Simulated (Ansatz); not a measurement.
Al$_{6}$GaAs$_{8}$ (cell with a defect)

```yaml
crystal:
  lattice:
    - [0.00000, 5.67580, -5.67580]
    - [5.67580, 5.67580, 0.00000]
    - [5.67580, 0.00000, -5.67580]
  atoms:
    - { symbol: Ga, position: [0.50357, 0.99643, 0.50357] }
    - { symbol: Al, position: [0.00319, 0.00076, 0.49725] }
    - { symbol: Al, position: [0.00319, 0.49879, 0.49725] }
    - { symbol: Al, position: [0.49725, 0.00076, 0.00319] }
    - { symbol: Al, position: [0.49725, 0.49879, 0.00319] }
    - { symbol: Al, position: [0.99970, 0.00030, 0.99970] }
    - { symbol: Al, position: [0.99638, 0.50362, 0.99638] }
    - { symbol: As, position: [0.12296, 0.12866, 0.12296] }
    - { symbol: As, position: [0.12296, 0.62542, 0.12296] }
    - { symbol: As, position: [0.62438, 0.12375, 0.12812] }
    - { symbol: As, position: [0.61869, 0.62504, 0.13123] }
    - { symbol: As, position: [0.12812, 0.12375, 0.62438] }
    - { symbol: As, position: [0.13123, 0.62504, 0.61869] }
    - { symbol: As, position: [0.62557, 0.12897, 0.62557] }
    - { symbol: As, position: [0.62557, 0.61990, 0.62557] }
```

Spin-polarised.

Theory: Ansatz, DFT PBEsol, scalar-relativistic, plane waves, PAW.

Predict the valence pseudo-density and electron localisation function between the atoms.

Answer. Al–As (2.46 Å): ρ at the midpoint is about 0.48 e/Å³; the ELF peaks at about 0.95 between the atoms.
Ga–As (2.47 Å): the density is about 0.47 e/Å³ at the midpoint; the ELF is about 0.70 at the midpoint.

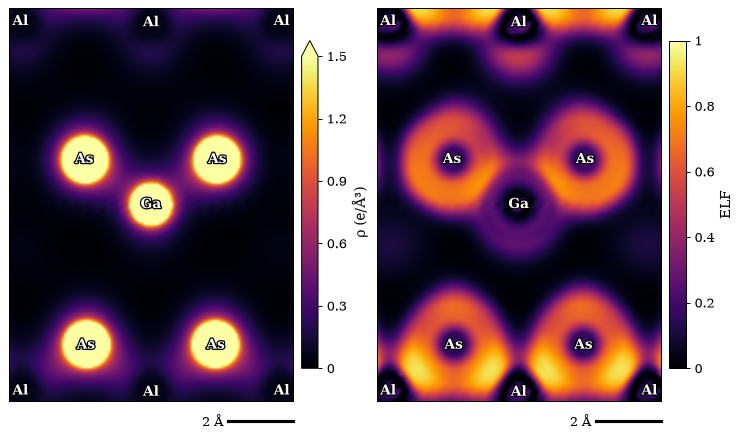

Computed valence pseudo-density and electron localisation function on the (101̄) plane of the calculation cell, in this order. 

In a PAW calculation such maps are meaningful between the atoms, not at the nuclei.
